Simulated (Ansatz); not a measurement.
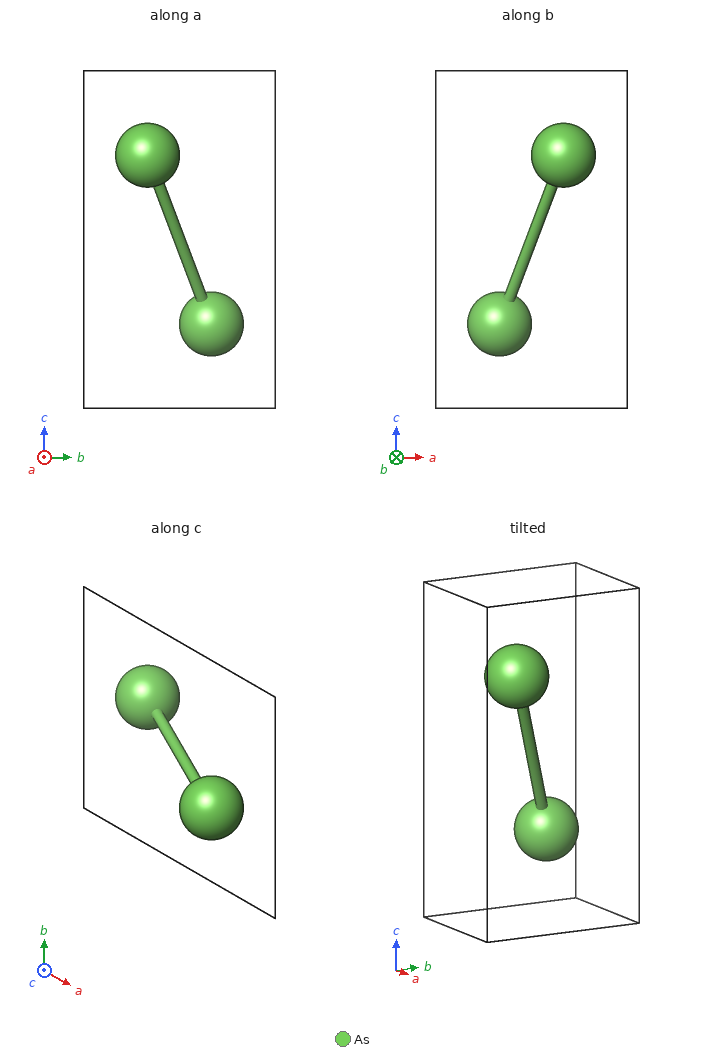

Crystal structure, ball-and-stick style, seen along the a axis, along the b axis, along the c axis and slightly off an axis. Lines trace the edges of the conventional unit cell.

Lattice parameters: a = 3.0537 Å, b = 3.0537 Å, c = 4.6576 Å, α = 90.000°, β = 90.000°, γ = 120.000°.

Question: Convert the drawing into a CIF in P1 with every atom of the cell.

Answer:
```cif
data_structure
_symmetry_space_group_name_H-M 'P 1'
_symmetry_Int_Tables_number 1
_cell_length_a 3.0537
_cell_length_b 3.0537
_cell_length_c 4.6576
_cell_angle_alpha 90.000
_cell_angle_beta 90.000
_cell_angle_gamma 120.000
_cell_volume 37.61
loop_
_atom_site_label
_atom_site_type_symbol
_atom_site_fract_x
_atom_site_fract_y
_atom_site_fract_z
_atom_site_occupancy
As1 As 0.3333 0.6667 0.2500 1
As2 As 0.6667 0.3333 0.7500 1
```

It derives from a structure type filled with this element by a generator (whether the element takes this form wasn't checked). Earlier steps of the study may have refined or changed the cell and positions. It was the input of a calculation with Ansatz.
